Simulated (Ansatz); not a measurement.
A series of calculations on C

Part 1: Relaxation

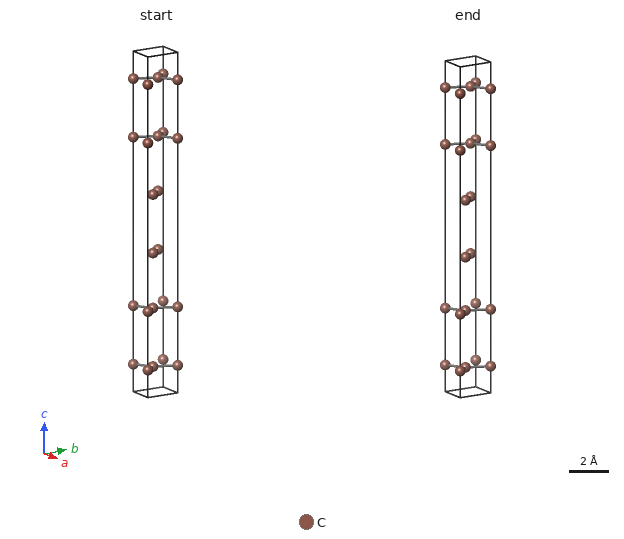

The structure of crystalline C (set up in R-3m) before (left) and after (right) a relaxation, at one scale.

The picture is a ball-and-stick view of the conventional cell (3 times the calculation's cell), seen slightly off an axis. Lengths and directions refer to the drawn axes.

Case: relaxed at 15 GPa.

The calculation used DFT PBEsol, scalar-relativistic, plane waves, PAW in Ansatz.

Input file:
```yaml
crystal:
  lattice:
    - [1.189511772, 0.6867649418, 6.0262355041]
    - [-1.189511772, 0.6867649418, 6.0262355041]
    - [0.0, -1.3735298835, 6.0262355041]
  atoms:
    - { symbol: C, position: [0.919284746, 0.919284746, 0.919284746] }
    - { symbol: C, position: [0.2525367798, 0.2525367798, 0.2525367798] }
    - { symbol: C, position: [0.7474632202, 0.7474632202, 0.7474632202] }
    - { symbol: C, position: [0.080715254, 0.080715254, 0.080715254] }
basis:
  ecutwfc: 420
kpoints:
  mp_grid: { grid: [18, 18, 18] }
hamiltonian:
  xc: pbesol
scf:
  occupations: { method: gaussian, width: 0.01 }
output:
  forces: true
  stress: true
  eigenvalues: true
relax:
  adjacent_minimum: "off"
  f_tol: 0.008
  max_steps: 50
  cell: { stress_tol: 0.08, p_target: 15.0 }
```

Command:
```bash
ansatz run input.yaml --threads 1 --pin off --max-ram 2560MiB --backend cpu --events-out ev --progress --plain --runs-dir out
```

Describe what moved and what it gained.

Answer. No atom moves by more than 0.005 Å relative to the cell. The volume changes by +1.5 %, with a = b 2.379 → 2.432 Å (+2.2 %), c 18.079 → 17.561 Å (−2.9 %). Near-neighbour distances that change, for instance: C1–C2 1.374 → 1.404 Å. The space group stays R-3m (No. 166). The energy falls by 50.6 meV per atom in 4 accepted moves (7 points after the start). With the target pressure of 15 GPa, the enthalpy E + pV changes by −40.0 meV per atom. The largest force component goes from 0.0098 to under 0.0001 eV/Å. The pressure goes from 38.43 to 15.01 GPa. The line search rejected the trial step at point 2 of the run. At 2 points the geometry stayed and the basis and grid were re-selected for the new cell (energy shift of 0.5 meV per atom at most each time). The run took 2.2 min on 1 thread of Intel(R) Xeon(R) Platinum 8259CL CPU @ 2.50GHz (Skylake/Cascade Lake) (shared host), peak memory 0.55 GiB.

Part 2: Relaxation

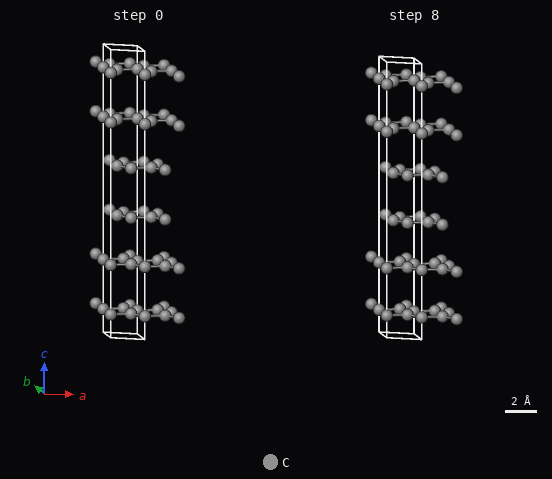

The structure of a crystal of C (set up in R-3m) before (left) and after (right) a relaxation, at one scale.

Style: ball-and-stick. Shown: the conventional cell (3 times the calculation's cell), repeated 2 × 2 × 1 with one cell outlined, slightly off an axis. Lengths and directions refer to the drawn axes.

Case: relaxed at 8 GPa.

Theory: DFT PBEsol, scalar-relativistic, plane waves, PAW in Ansatz. Set-up: plane-wave cutoff 420 eV; k-point mesh 18 × 18 × 18; occupations gaussian; smearing width 0.01 eV; target pressure 8 GPa; no spin polarisation; cell and atoms relaxed; force threshold 0.008 eV/Å; at most 50 steps.

Question: What changed between the two?

Answer: No atom moves by more than 0.005 Å relative to the cell. Cell: a = b 2.388 → 2.443 Å (+2.3 %), c 19.406 → 18.567 Å (−4.3 %). Volume +0.2 %. Among the contacts that change: C–C 1.379 → 1.411 Å. The space group stays R-3m (No. 166). Over 5 accepted moves (8 points after the start) the energy falls by 44.5 meV per atom. With the target pressure of 8 GPa, the enthalpy E + pV changes by −43.8 meV per atom. Largest force component: 0.006 eV/Å at the start, 0.00047 eV/Å at the end. The pressure goes from 30.08 to 7.99 GPa. The line search rejected the trial step at point 2 of the run. At 2 points the geometry stayed and the basis and grid were re-selected for the new cell (energy shift of 0.3 meV per atom at most each time).

Part 3: A change

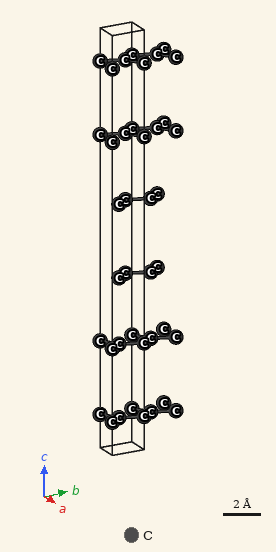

The starting point is a crystal of C (set up in R-3m). The picture is a ball-and-stick view of the conventional cell (3 times the calculation's cell), repeated 1 × 2 × 1 with one cell outlined, seen slightly off an axis. Lengths and directions refer to the drawn axes.

Method: Ansatz, DFT PBEsol, scalar-relativistic, plane waves, PAW. Set-up: plane-wave cutoff 420 eV; k-point mesh 18 × 18 × 18; occupations gaussian; smearing width 0.01 eV; no spin polarisation.

Change: The crystal is put under a hydrostatic pressure of 15 GPa. Cell and atoms are relaxed at that pressure.

**Predict the response.**

It costs 64.2 meV per atom. Pressure: 0.0 GPa before, 15.0 GPa after. Cell: a = b 2.459 → 2.432 Å (−1.1 %), c 23.102 → 17.561 Å (−24.0 %). Volume −25.6 %. The largest moves relative to the cell, 0.031 Å, are those of C atoms. Among the bonded contacts that change: C–C 1.420 → 1.404 Å. The space group stays R-3m (No. 166).

The changed structure in the same view:

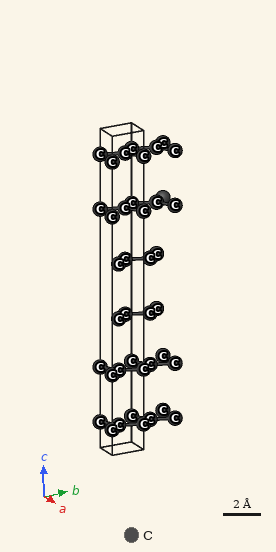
